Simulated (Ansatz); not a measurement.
**Si$_{16}$O: nudged elastic band (part 1 of 2)**

The run: nudged elastic band of Si$_{16}$O (defect cell, 17 atoms in the cell). Method and program: DFT PBE, scalar-relativistic, plane waves, PAW, PAW set soft_1, spin-polarised (Ansatz 0.2.0).

It belongs to a series of runs on one base structure; here: band between the two ends. Figures and captions count atoms from 1; the log counts them from 0 in places.

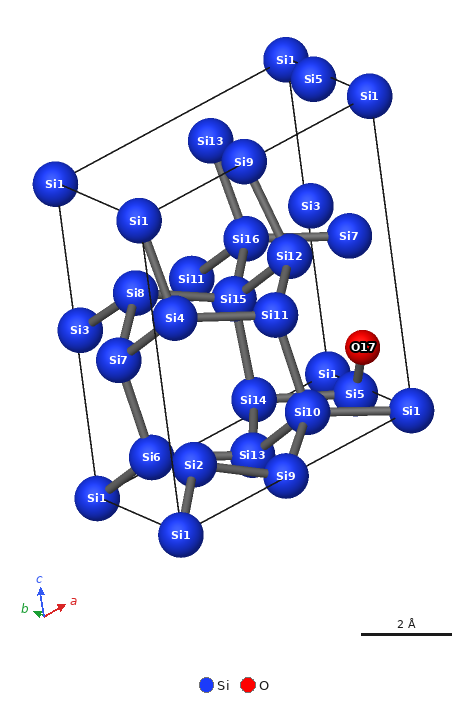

**Figure 1.** The input geometry (ball-and-stick view of the cell of the calculation, seen slightly off an axis; atoms are numbered from 1 in the order of the input). An atom can appear more than once, as a periodic image.

### Input
```yaml
crystal:
  lattice:
    - [0.0, 5.43, 5.43]
    - [5.43, 0.0, 5.43]
    - [5.43, 5.43, 0.0]
  atoms:
    - { symbol: Si, position: [-0.00511208, -0.00504377, -0.00216193] }
    - { symbol: Si, position: [0.11226809, 0.07488701, 0.16584053] }
    - { symbol: Si, position: [1.479e-05, -0.0574553, 0.53702364] }
    - { symbol: Si, position: [0.12232428, 0.10590358, 0.62440923] }
    - { symbol: Si, position: [-0.04813542, 0.54424445, 0.00507028] }
    - { symbol: Si, position: [0.11918232, 0.62552401, 0.12198212] }
    - { symbol: Si, position: [-0.00746461, 0.48141254, 0.49795209] }
    - { symbol: Si, position: [0.12551236, 0.57098231, 0.64888627] }
    - { symbol: Si, position: [0.46866094, 0.04717281, -0.00802757] }
    - { symbol: Si, position: [0.61891011, 0.13768289, 0.12477497] }
    - { symbol: Si, position: [0.49641806, -0.00334977, 0.49893876] }
    - { symbol: Si, position: [0.62496943, 0.12129337, 0.62063435] }
    - { symbol: Si, position: [0.49265512, 0.51315928, -0.00533366] }
    - { symbol: Si, position: [0.5807628, 0.67567912, 0.11710955] }
    - { symbol: Si, position: [0.49684425, 0.49711957, 0.49221341] }
    - { symbol: Si, position: [0.61834616, 0.62212836, 0.62059678] }
    - { symbol: O, position: [0.93157952, 0.30962264, 0.18732338] }
magnetization:
  spin_polarized: true
basis:
  ecutwfc: 420.0
kpoints:
  mp_grid: { grid: [2, 2, 2] }
hamiltonian:
  xc: pbe
  pseudopotentials: { kind: paw, azcp: { folder: soft_1 } }
scf:
  occupations: { method: gaussian, width: 0.05 }
  lower_state_search: "off"
neb:
  images: 3
  f_tol: 0.05
  initial_path: idpp
  max_iterations: 73
  final_atoms:
    - { symbol: Si, position: [-0.0216426, 0.00028344, 0.00198426] }
    - { symbol: Si, position: [0.09789291, 0.12614826, 0.13206957] }
    - { symbol: Si, position: [-0.0127502, 0.00385335, 0.50620042] }
    - { symbol: Si, position: [0.11793907, 0.1258865, 0.62798944] }
    - { symbol: Si, position: [-0.00901648, 0.50213674, 0.00489817] }
    - { symbol: Si, position: [0.11142371, 0.62678713, 0.12920014] }
    - { symbol: Si, position: [0.00731692, 0.50002985, 0.50515318] }
    - { symbol: Si, position: [0.12678618, 0.62975921, 0.63147667] }
    - { symbol: Si, position: [0.47157404, -0.02390407, -0.00055764] }
    - { symbol: Si, position: [0.60531633, 0.08870054, 0.12446863] }
    - { symbol: Si, position: [0.4927818, 0.00476124, 0.49960106] }
    - { symbol: Si, position: [0.61234083, 0.13253331, 0.62808391] }
    - { symbol: Si, position: [0.47689482, 0.4597277, 0.01248787] }
    - { symbol: Si, position: [0.62564978, 0.6193906, 0.17356864] }
    - { symbol: Si, position: [0.49991984, 0.50757645, 0.54456712] }
    - { symbol: Si, position: [0.6337867, 0.63329149, 0.65655209] }
    - { symbol: O, position: [0.54824674, 0.43987393, 0.19543216] }
  order_check: true
```

Machine: 2 threads of AMD EPYC (Zen 3), 144 GiB of memory available, shared host.

Command:
```bash
ansatz run input.yaml --threads 2 --pin off --max-ram 5120MiB --backend cpu --events-out ev --progress --plain --runs-dir out
```

### The program's output
```
Warning: neb: disabling space-group detection — the band's intermediate images generally break the endpoint symmetry, so no spatial operation reduces the k-mesh or symmetrises the density, except that a semilocal band can use its path's symmetry ahead of convergence; time reversal is kept, so that k and −k are solved as one point where they differ and the mesh holds both, and exact exchange and, on two spinor components, a DFT+U term hold to it where the run has them: on two components no moment then forms, and a state that bears one, which a typed moment (crystal.atoms[].spin; refused beside efield: under a hybrid functional) reaches, can lie lower, under hf by electronvolts; crystal.symmetry.detect: false (a key that needs symmetry detection or time reversal refuses this as the deck is read) with time_reversal: false beside it drops time reversal too
Engine: ansatz 0.2.0, x86_64-unknown-linux-gnu
Pseudopotentials: kind: paw
Pseudopotential: Si, paw, valence charge 4, recommended cutoff 420 eV (normal), [file]
Pseudopotential: O, paw, valence charge 6, recommended cutoff 420 eV (normal), [file]
Functional definition: PBE
  parameter kappa = 0.804
  parameter beta = 0.06672455060314922
  exchange = pbe_x(kappa = kappa, mu = beta*pi^2/3)
  correlation = pbe_c(beta = beta)
parallel-image band execution: 2 concurrent image workers
NEB image 0
Crystal: 17 atoms, lattice volume = 320.206 Å³
Basis set: ecut = 420 eV, 6231 PW (Γ), exchange–correlation on 108×108×108 points (8 copies of the dense FFT grid, shifted against one another)
Bands: 52, of which v1, the nominal top of the filled ones, is band 35 counted from 1 (34 counted from 0)
Symmetry: 1 space group operations
k-points: 8
Non-local potential: Si, projectors of the file, l = 0: 2, l = 1: 2, l = 2: 1
Non-local potential: O, projectors of the file, l = 0: 2, l = 1: 2, l = 2: 1
PAW form: soft (Blöchl's): semilocal exchange-correlation on the pseudo side does not see the compensation charge
PAW one-centre angular grid: Si, 110 points (default); XC on 64 Gauss nodes
PAW one-centre angular grid: O, 110 points (default); XC on 64 Gauss nodes
Initial density: superposition of atomic densities (chi_scale 0.1, normalization cell, long waves kept (reshape's long-wave potential 0.49 eV rms))
Initial wavefunctions: pseudopotential atomic-orbital guess
Functional: x = pbe(κ = 0.804, μ = 0.2195149727645171), c = pbe(β = 0.06672455060314922)
SCF iter   1: F=—  HF=-10743.764454 eV  |F-HF|=—  |Δ(HF+E_count)|=         —  Δρ=3.62e-2 (↑3.62e-2 ↓3.62e-2)  dr2=2.80e1  dr2_m=0.00e0  M=0.000 μB ∫|m|=0.000 μB  β_m=0.30  ethr=3.10e-3  ⟨swp⟩=10.0  Hψ=2555  notcnv=0  defer=8
preconditioner: auto → Kerker (q_TF=auto, 2.118 Å⁻¹)  [metal: Δε(μ)=0.009 eV  Ē_g=8.281 eV  σ=0.050 eV  W_gap=0.10  n_scr=58 (ndim 8)  ℏωp=17.4 eV  f_vac=0.000  D(μ)=9.84/eV (n_scr^D=64)]
spin=Collinear: Kerker preconditioning applied to the charge; magnetization (m = ρ↑ − ρ↓) channel mixes plain (no charge-response kernel on spin).
SCF iter   2: F=—  HF=-10740.945550 eV  |F-HF|=—  |Δ(HF+E_count)|=    2.82e0  Δρ=2.03e-2 (↑2.03e-2 ↓2.03e-2)  dr2=7.87e0  dr2_m=0.00e0  M=0.000 μB ∫|m|=0.000 μB  β_m=0.40  ethr=3.10e-3  ⟨swp⟩=3.5  Hψ=874  notcnv=0  defer=70
preconditioner: auto → Resta (q_TF=auto, 2.118 Å⁻¹)  ε∞=5.5  [insulator: Δε(μ)=0.309 eV  Ē_g=8.058 eV  σ=0.050 eV  W_gap=1.00  n_scr=58 (ndim 8)  ℏωp=17.1 eV  f_vac=0.000  D(μ)=0.00/eV (n_scr^D=0)  ε∞_Penn≈5.5]
spin=Collinear: Resta preconditioning applied to the charge; magnetization (m = ρ↑ − ρ↓) channel mixes plain (no charge-response kernel on spin).
SCF iter   3: F=—  HF=-10739.635350 eV  |F-HF|=—  |Δ(HF+E_count)|=    1.31e0  Δρ=1.18e-2 (↑1.18e-2 ↓1.18e-2)  dr2=3.15e0  dr2_m=0.00e0  M=0.000 μB ∫|m|=0.000 μB  β_m=0.50  ethr=3.10e-3  ⟨swp⟩=2.5  Hψ=812  notcnv=0  defer=76
SCF iter   4: F=—  HF=-10738.893089 eV  |F-HF|=—  |Δ(HF+E_count)|=   7.42e-1  Δρ=2.96e-3 (↑2.96e-3 ↓2.96e-3)  dr2=2.21e-1  dr2_m=0.00e0  M=0.000 μB ∫|m|=0.000 μB  β_m=0.75  ethr=3.10e-3  ⟨swp⟩=3.4  Hψ=623  notcnv=0  defer=77
SCF iter   5: F=—  HF=-10738.867443 eV  |F-HF|=—  |Δ(HF+E_count)|=   2.56e-2  Δρ=8.23e-4 (↑8.23e-4 ↓8.23e-4)  dr2=1.24e-2  dr2_m=0.00e0  M=0.000 μB ∫|m|=0.000 μB  β_m=0.88  ethr=3.15e-4  ⟨swp⟩=3.2  Hψ=771  notcnv=0  defer=77
SCF iter   6: F=—  HF=-10738.870519 eV  |F-HF|=—  |Δ(HF+E_count)|=   3.08e-3  Δρ=1.90e-4 (↑1.90e-4 ↓1.90e-4)  dr2=5.30e-4  dr2_m=0.00e0  M=0.000 μB ∫|m|=0.000 μB  β_m=0.94  ethr=1.78e-5  ⟨swp⟩=2.0  Hψ=564  notcnv=0  defer=77
SCF iter   7: F=—  HF=-10738.870729 eV  |F-HF|=—  |Δ(HF+E_count)|=   2.09e-4  Δρ=9.17e-5 (↑9.17e-5 ↓9.17e-5)  dr2=1.52e-4  dr2_m=0.00e0  M=0.000 μB ∫|m|=0.000 μB  β_m=0.97  ethr=7.57e-7  ⟨swp⟩=2.0  Hψ=603  notcnv=0  defer=77
SCF iter   8: F=—  HF=-10738.870719 eV  |F-HF|=—  |Δ(HF+E_count)|=   9.11e-6  Δρ=2.88e-5 (↑2.88e-5 ↓2.88e-5)  dr2=1.80e-5  dr2_m=0.00e0  M=0.000 μB ∫|m|=0.000 μB  β_m=0.98  ethr=2.17e-7  ⟨swp⟩=2.0  Hψ=595  notcnv=0  defer=77
SCF iter   9: F=—  HF=-10738.870674 eV  |F-HF|=—  |Δ(HF+E_count)|=   4.57e-5  Δρ=8.36e-6 (↑8.36e-6 ↓8.36e-6)  dr2=1.58e-6  dr2_m=0.00e0  M=0.000 μB ∫|m|=0.000 μB  β_m=0.99  ethr=2.56e-8  ⟨swp⟩=2.0  Hψ=588  notcnv=0  defer=77
SCF iter  10: F=-10738.870673 eV  HF=-10738.870673 eV  |F-HF|=2.58e-9  |Δ(HF+E_count)|=   2.74e-7  Δρ=1.34e-6 (↑1.34e-6 ↓1.34e-6)  dr2=3.79e-8  dr2_m=0.00e0  M=0.000 μB ∫|m|=0.000 μB  ethr=1.43e-10  ⟨swp⟩=3.5  Hψ=1575  notcnv=0
SCF 1 converged in 10 iterations: F = -10738.870673 eV  dr2 = 3.79e-8
  greatest PAW one-centre occupation: 0.870 electrons in one spin orbital (limit 2), on the O atom at site 16 (counted from 0), in its partial waves of l = 0
NSCF: frozen V_eff on 8 k-points
NEB image 4
SCF iter   1: F=—  HF=-10743.764438 eV  |F-HF|=—  |Δ(HF+E_count)|=         —  Δρ=3.62e-2 (↑3.62e-2 ↓3.62e-2)  dr2=2.79e1  dr2_m=0.00e0  M=0.000 μB ∫|m|=0.000 μB  β_m=0.30  ethr=3.10e-3  ⟨swp⟩=10.2  Hψ=2552  notcnv=0  defer=9
preconditioner: auto → Kerker (q_TF=auto, 2.118 Å⁻¹)  [metal: Δε(μ)=0.020 eV  Ē_g=8.281 eV  σ=0.050 eV  W_gap=0.22  n_scr=58 (ndim 8)  ℏωp=17.4 eV  f_vac=0.000  D(μ)=9.03/eV (n_scr^D=58)]
spin=Collinear: Kerker preconditioning applied to the charge; magnetization (m = ρ↑ − ρ↓) channel mixes plain (no charge-response kernel on spin).
SCF iter   2: F=—  HF=-10740.945205 eV  |F-HF|=—  |Δ(HF+E_count)|=    2.82e0  Δρ=2.03e-2 (↑2.03e-2 ↓2.03e-2)  dr2=7.87e0  dr2_m=0.00e0  M=0.000 μB ∫|m|=0.000 μB  β_m=0.40  ethr=3.10e-3  ⟨swp⟩=3.5  Hψ=873  notcnv=0  defer=70
spin=Collinear: Resta preconditioning applied to the charge; magnetization (m = ρ↑ − ρ↓) channel mixes plain (no charge-response kernel on spin).
SCF iter   3: F=—  HF=-10739.634747 eV  |F-HF|=—  |Δ(HF+E_count)|=    1.31e0  Δρ=1.18e-2 (↑1.18e-2 ↓1.18e-2)  dr2=3.15e0  dr2_m=0.00e0  M=0.000 μB ∫|m|=0.000 μB  β_m=0.50  ethr=3.10e-3  ⟨swp⟩=2.5  Hψ=809  notcnv=0  defer=76
SCF iter   4: F=—  HF=-10738.894144 eV  |F-HF|=—  |Δ(HF+E_count)|=   7.41e-1  Δρ=2.97e-3 (↑2.97e-3 ↓2.97e-3)  dr2=2.20e-1  dr2_m=0.00e0  M=0.000 μB ∫|m|=0.000 μB  β_m=0.75  ethr=3.10e-3  ⟨swp⟩=3.4  Hψ=640  notcnv=0  defer=77
SCF iter   5: F=—  HF=-10738.867376 eV  |F-HF|=—  |Δ(HF+E_count)|=   2.68e-2  Δρ=8.07e-4 (↑8.07e-4 ↓8.07e-4)  dr2=1.25e-2  dr2_m=0.00e0  M=0.000 μB ∫|m|=0.000 μB  β_m=0.88  ethr=3.14e-4  ⟨swp⟩=3.1  Hψ=772  notcnv=0  defer=77
SCF iter   6: F=—  HF=-10738.870362 eV  |F-HF|=—  |Δ(HF+E_count)|=   2.99e-3  Δρ=1.88e-4 (↑1.88e-4 ↓1.88e-4)  dr2=5.28e-4  dr2_m=0.00e0  M=0.000 μB ∫|m|=0.000 μB  β_m=0.94  ethr=1.78e-5  ⟨swp⟩=2.0  Hψ=559  notcnv=0  defer=77
SCF iter   7: F=—  HF=-10738.870581 eV  |F-HF|=—  |Δ(HF+E_count)|=   2.19e-4  Δρ=9.14e-5 (↑9.14e-5 ↓9.14e-5)  dr2=1.50e-4  dr2_m=0.00e0  M=0.000 μB ∫|m|=0.000 μB  β_m=0.97  ethr=7.54e-7  ⟨swp⟩=2.0  Hψ=605  notcnv=0  defer=77
SCF iter   8: F=—  HF=-10738.870564 eV  |F-HF|=—  |Δ(HF+E_count)|=   1.69e-5  Δρ=2.89e-5 (↑2.89e-5 ↓2.89e-5)  dr2=1.75e-5  dr2_m=0.00e0  M=0.000 μB ∫|m|=0.000 μB  β_m=0.98  ethr=2.15e-7  ⟨swp⟩=2.0  Hψ=595  notcnv=0  defer=77
SCF iter   9: F=—  HF=-10738.870511 eV  |F-HF|=—  |Δ(HF+E_count)|=   5.28e-5  Δρ=8.13e-6 (↑8.13e-6 ↓8.13e-6)  dr2=1.50e-6  dr2_m=0.00e0  M=0.000 μB ∫|m|=0.000 μB  β_m=0.99  ethr=2.50e-8  ⟨swp⟩=2.0  Hψ=588  notcnv=0  defer=77
SCF iter  10: F=-10738.870511 eV  HF=-10738.870511 eV  |F-HF|=7.39e-10  |Δ(HF+E_count)|=   2.50e-7  Δρ=1.31e-6 (↑1.31e-6 ↓1.31e-6)  dr2=3.40e-8  dr2_m=0.00e0  M=0.000 μB ∫|m|=0.000 μB  ethr=1.43e-10  ⟨swp⟩=3.4  Hψ=1572  notcnv=0
SCF 2 converged in 10 iterations: F = -10738.870511 eV  dr2 = 3.40e-8
NSCF: frozen V_eff on 8 k-points
NEB end point (image 0): max|allowed force component| = 9.681e-3 eV/Å (the criterion of neb.relax_end_points is 1.000e-2)
[...]
NEB end point (image 4): max|allowed force component| = 2.765e-2 eV/Å (the criterion of neb.relax_end_points is 1.000e-2)
NEB image 1
preconditioner: auto → Kerker (q_TF=auto, 2.118 Å⁻¹)  [metal: Δε(μ)=0.029 eV  Ē_g=8.195 eV  σ=0.050 eV  W_gap=0.32  n_scr=58 (ndim 8)  ℏωp=17.4 eV  f_vac=0.000  D(μ)=6.98/eV (n_scr^D=50)]
spin=Collinear: Kerker preconditioning applied to the charge; magnetization (m = ρ↑ − ρ↓) channel mixes plain (no charge-response kernel on spin).
preconditioner: auto → Resta (q_TF=auto, 2.118 Å⁻¹)  ε∞=5.5  [insulator: Δε(μ)=0.546 eV  Ē_g=8.045 eV  σ=0.050 eV  W_gap=1.00  n_scr=58 (ndim 8)  ℏωp=17.1 eV  f_vac=0.000  D(μ)=0.00/eV (n_scr^D=0)  ε∞_Penn≈5.5]
spin=Collinear: Resta preconditioning applied to the charge; magnetization (m = ρ↑ − ρ↓) channel mixes plain (no charge-response kernel on spin).
  greatest PAW one-centre occupation: 0.875 electrons in one spin orbital (limit 2), on the O atom at site 16 (counted from 0), in its partial waves of l = 0
NEB image 2
preconditioner: auto → Kerker (q_TF=auto, 2.118 Å⁻¹)  [metal: Δε(μ)=0.040 eV  Ē_g=8.179 eV  σ=0.050 eV  W_gap=0.43  n_scr=58 (ndim 8)  ℏωp=17.4 eV  f_vac=0.000  D(μ)=8.03/eV (n_scr^D=58)]
spin=Collinear: Kerker preconditioning applied to the charge; magnetization (m = ρ↑ − ρ↓) channel mixes plain (no charge-response kernel on spin).
preconditioner: auto → Resta (q_TF=auto, 2.118 Å⁻¹)  ε∞=5.6  [insulator: Δε(μ)=0.143 eV  Ē_g=7.972 eV  σ=0.050 eV  W_gap=0.96  n_scr=58 (ndim 8)  ℏωp=17.1 eV  f_vac=0.000  D(μ)=0.74/eV (n_scr^D=0)  ε∞_Penn≈5.6]
spin=Collinear: Resta preconditioning applied to the charge; magnetization (m = ρ↑ − ρ↓) channel mixes plain (no charge-response kernel on spin).
  greatest PAW one-centre occupation: 0.881 electrons in one spin orbital (limit 2), on the O atom at site 16 (counted from 0), in its partial waves of l = 0
NEB image 3
preconditioner: auto → Kerker (q_TF=auto, 2.118 Å⁻¹)  [metal: Δε(μ)=0.029 eV  Ē_g=8.201 eV  σ=0.050 eV  W_gap=0.32  n_scr=58 (ndim 8)  ℏωp=17.4 eV  f_vac=0.000  D(μ)=9.58/eV (n_scr^D=64)]
spin=Collinear: Kerker preconditioning applied to the charge; magnetization (m = ρ↑ − ρ↓) channel mixes plain (no charge-response kernel on spin).
preconditioner: auto → Resta (q_TF=auto, 2.118 Å⁻¹)  ε∞=5.5  [insulator: Δε(μ)=0.643 eV  Ē_g=8.052 eV  σ=0.050 eV  W_gap=1.00  n_scr=58 (ndim 8)  ℏωp=17.1 eV  f_vac=0.000  D(μ)=0.00/eV (n_scr^D=0)  ε∞_Penn≈5.5]
spin=Collinear: Resta preconditioning applied to the charge; magnetization (m = ρ↑ − ρ↓) channel mixes plain (no charge-response kernel on spin).
NEB iter   1: max|band force component| = 3.014e0 eV/Å  barrier→ = 3.3898 eV  barrier← = 3.3896 eV  Δτ_max = 0.2000 Å  (51 SCF iters)
  M     (μB):  +0.0000  +0.0000  +0.0000  +0.0000  +0.0000
  M_abs (μB):   0.0000   0.0000   0.0000   0.0000   0.0000
NEB image 1
Initial density: handed on by an earlier stage of this run
Initial wavefunctions: those handed on with the density
preconditioner: auto → Resta (q_TF=auto, 2.118 Å⁻¹)  ε∞=5.6  [insulator: Δε(μ)=0.527 eV  Ē_g=8.001 eV  σ=0.050 eV  W_gap=1.00  n_scr=58 (ndim 8)  ℏωp=17.1 eV  f_vac=0.000  D(μ)=0.00/eV (n_scr^D=0)  ε∞_Penn≈5.6]
spin=Collinear: Resta preconditioning applied to the charge; magnetization (m = ρ↑ − ρ↓) channel mixes plain (no charge-response kernel on spin).
  greatest PAW one-centre occupation: 0.873 electrons in one spin orbital (limit 2), on the O atom at site 16 (counted from 0), in its partial waves of l = 0
NEB image 2
preconditioner: auto → Resta (q_TF=auto, 2.118 Å⁻¹)  ε∞=5.7  [insulator: Δε(μ)=0.202 eV  Ē_g=7.920 eV  σ=0.050 eV  W_gap=1.00  n_scr=58 (ndim 8)  ℏωp=17.1 eV  f_vac=0.000  D(μ)=0.10/eV (n_scr^D=0)  ε∞_Penn≈5.7]
spin=Collinear: Resta preconditioning applied to the charge; magnetization (m = ρ↑ − ρ↓) channel mixes plain (no charge-response kernel on spin).
  greatest PAW one-centre occupation: 0.882 electrons in one spin orbital (limit 2), on the O atom at site 16 (counted from 0), in its partial waves of l = 0
NEB image 3
preconditioner: auto → Resta (q_TF=auto, 2.118 Å⁻¹)  ε∞=5.6  [insulator: Δε(μ)=0.531 eV  Ē_g=7.999 eV  σ=0.050 eV  W_gap=1.00  n_scr=58 (ndim 8)  ℏωp=17.1 eV  f_vac=0.000  D(μ)=0.00/eV (n_scr^D=0)  ε∞_Penn≈5.6]
spin=Collinear: Resta preconditioning applied to the charge; magnetization (m = ρ↑ − ρ↓) channel mixes plain (no charge-response kernel on spin).
NEB iter   2: max|band force component| = 2.423e0 eV/Å  barrier→ = 2.3599 eV  barrier← = 2.3598 eV  Δτ_max = 0.2000 Å  (24 SCF iters)
[... from here on the SCF iterations and repeated set-up lines of each step are left out, up to the last step ...]
NEB image 1
NEB image 2
NEB image 3
NEB iter   3: max|band force component| = 2.837e0 eV/Å  barrier→ = 1.9609 eV  barrier← = 1.9607 eV  Δτ_max = 0.1040 Å  (24 SCF iters)
NEB image 1
NEB image 2
NEB image 3
NEB iter   4: max|band force component| = 1.093e0 eV/Å  barrier→ = 1.5909 eV  barrier← = 1.5908 eV  Δτ_max = 0.2000 Å  (22 SCF iters)
NEB image 1
NEB image 2
NEB image 3
NEB iter   5: max|band force component| = 1.775e0 eV/Å  barrier→ = 0.7731 eV  barrier← = 0.7729 eV  Δτ_max = 0.0987 Å  (23 SCF iters)
NEB image 1
NEB image 2
NEB image 3
NEB iter   6: max|band force component| = 7.806e-1 eV/Å  barrier→ = 0.3152 eV  barrier← = 0.3150 eV  Δτ_max = 0.2000 Å  (21 SCF iters)
NEB image 1
NEB image 2
NEB image 3
NEB iter   7: max|band force component| = 9.739e-1 eV/Å  barrier→ = 0.4088 eV  barrier← = 0.4086 eV  Δτ_max = 0.0999 Å  (24 SCF iters)
NEB image 1
NEB image 2
NEB image 3
NEB iter   8: max|band force component| = 5.345e-1 eV/Å  barrier→ = 0.3097 eV  barrier← = 0.3096 eV  Δτ_max = 0.1965 Å  (22 SCF iters)
NEB image 1
NEB image 2
NEB image 3
NEB iter   9: max|band force component| = 6.000e-1 eV/Å  barrier→ = 0.0937 eV  barrier← = 0.0935 eV  CI = image 1  Δτ_max = 0.2000 Å  (23 SCF iters)
NEB image 1
NEB image 2
NEB image 3
NEB iter  10: max|band force component| = 8.998e-1 eV/Å  barrier→ = 0.4300 eV  barrier← = 0.4298 eV  CI = image 1  Δτ_max = 0.1010 Å  (24 SCF iters)
NEB image 1
NEB image 2
NEB image 3
NEB iter  11: max|band force component| = 1.623e0 eV/Å  barrier→ = 0.7643 eV  barrier← = 0.7641 eV  CI = image 3  Δτ_max = 0.2000 Å  (21 SCF iters)
NEB image 1
NEB image 2
NEB image 3
NEB iter  12: max|band force component| = 1.881e0 eV/Å  barrier→ = 0.7244 eV  barrier← = 0.7243 eV  CI = image 3  Δτ_max = 0.1928 Å  (24 SCF iters)
NEB image 1
NEB image 2
NEB image 3
NEB iter  13: max|band force component| = 1.806e0 eV/Å  barrier→ = 1.1051 eV  barrier← = 1.1049 eV  CI = image 3  Δτ_max = 0.1949 Å  (23 SCF iters)
NEB image 1
NEB image 2
NEB image 3
NEB iter  14: max|band force component| = 6.245e-1 eV/Å  barrier→ = 1.5123 eV  barrier← = 1.5121 eV  CI = image 3  Δτ_max = 0.1943 Å  (23 SCF iters)
NEB image 1
NEB image 2
NEB image 3
NEB iter  15: max|band force component| = 5.585e-1 eV/Å  barrier→ = 1.4568 eV  barrier← = 1.4566 eV  CI = image 3  Δτ_max = 0.2000 Å  (23 SCF iters)
NEB image 1
NEB image 2
NEB image 3
NEB iter  16: max|band force component| = 6.338e-1 eV/Å  barrier→ = 1.4658 eV  barrier← = 1.4656 eV  CI = image 3  Δτ_max = 0.0999 Å  (23 SCF iters)
NEB image 1
NEB image 2
NEB image 3
NEB iter  17: max|band force component| = 4.306e-1 eV/Å  barrier→ = 1.4556 eV  barrier← = 1.4554 eV  CI = image 3  Δτ_max = 0.1969 Å  (21 SCF iters)
NEB image 1
NEB image 2
NEB image 3
NEB iter  18: max|band force component| = 3.238e-1 eV/Å  barrier→ = 1.4515 eV  barrier← = 1.4513 eV  CI = image 3  Δτ_max = 0.1966 Å  (23 SCF iters)
NEB image 1
NEB image 2
NEB image 3
NEB iter  19: max|band force component| = 4.293e-1 eV/Å  barrier→ = 1.4498 eV  barrier← = 1.4496 eV  CI = image 3  Δτ_max = 0.1933 Å  (23 SCF iters)
NEB image 1
NEB image 2
NEB image 3
NEB iter  20: max|band force component| = 3.533e-1 eV/Å  barrier→ = 1.4494 eV  barrier← = 1.4492 eV  CI = image 3  Δτ_max = 0.1952 Å  (23 SCF iters)
NEB image 1
NEB image 2
NEB image 3
NEB iter  21: max|band force component| = 2.860e-1 eV/Å  barrier→ = 1.4492 eV  barrier← = 1.4490 eV  CI = image 3  Δτ_max = 0.1949 Å  (21 SCF iters)
NEB image 1
NEB image 2
NEB image 3
NEB iter  22: max|band force component| = 4.470e-1 eV/Å  barrier→ = 1.4491 eV  barrier← = 1.4489 eV  CI = image 3  Δτ_max = 0.1982 Å  (21 SCF iters)
NEB image 1
NEB image 2
NEB image 3
NEB iter  23: max|band force component| = 1.912e-1 eV/Å  barrier→ = 1.4490 eV  barrier← = 1.4488 eV  CI = image 3  Δτ_max = 0.1319 Å  (20 SCF iters)
  M     (μB):  +0.0000  +0.0000  +0.0000  +0.0000  +0.0000
  M_abs (μB):   0.0000   0.0000   0.0000   0.0000   0.0000
NEB image 1
preconditioner: auto → Resta (q_TF=auto, 2.118 Å⁻¹)  ε∞=5.6  [insulator: Δε(μ)=0.620 eV  Ē_g=7.950 eV  σ=0.050 eV  W_gap=1.00  n_scr=58 (ndim 8)  ℏωp=17.1 eV  f_vac=0.000  D(μ)=0.00/eV (n_scr^D=0)  ε∞_Penn≈5.6]
spin=Collinear: Resta preconditioning applied to the charge; magnetization (m = ρ↑ − ρ↓) channel mixes plain (no charge-response kernel on spin).
NEB image 2
preconditioner: auto → Resta (q_TF=auto, 2.118 Å⁻¹)  ε∞=5.6  [insulator: Δε(μ)=0.562 eV  Ē_g=8.003 eV  σ=0.050 eV  W_gap=1.00  n_scr=58 (ndim 8)  ℏωp=17.1 eV  f_vac=0.000  D(μ)=0.00/eV (n_scr^D=0)  ε∞_Penn≈5.6]
spin=Collinear: Resta preconditioning applied to the charge; magnetization (m = ρ↑ − ρ↓) channel mixes plain (no charge-response kernel on spin).
NEB image 3
preconditioner: auto → Kerker (q_TF=auto, 2.118 Å⁻¹)  [metal: Δε(μ)=0.040 eV  Ē_g=8.069 eV  σ=0.050 eV  W_gap=0.43  n_scr=58 (ndim 8)  ℏωp=17.1 eV  f_vac=0.000  D(μ)=4.80/eV (n_scr^D=26)]
spin=Collinear: Kerker preconditioning applied to the charge; magnetization (m = ρ↑ − ρ↓) channel mixes plain (no charge-response kernel on spin).
NEB iter  24: max|band force component| = 1.648e-1 eV/Å  barrier→ = 1.4490 eV  barrier← = 1.4488 eV  CI = image 3  Δτ_max = 0.0462 Å  (19 SCF iters)
  M     (μB):  +0.0000  +0.0000  +0.0000  +0.0000  +0.0000
  M_abs (μB):   0.0000   0.0000   0.0000   0.0000   0.0000
```
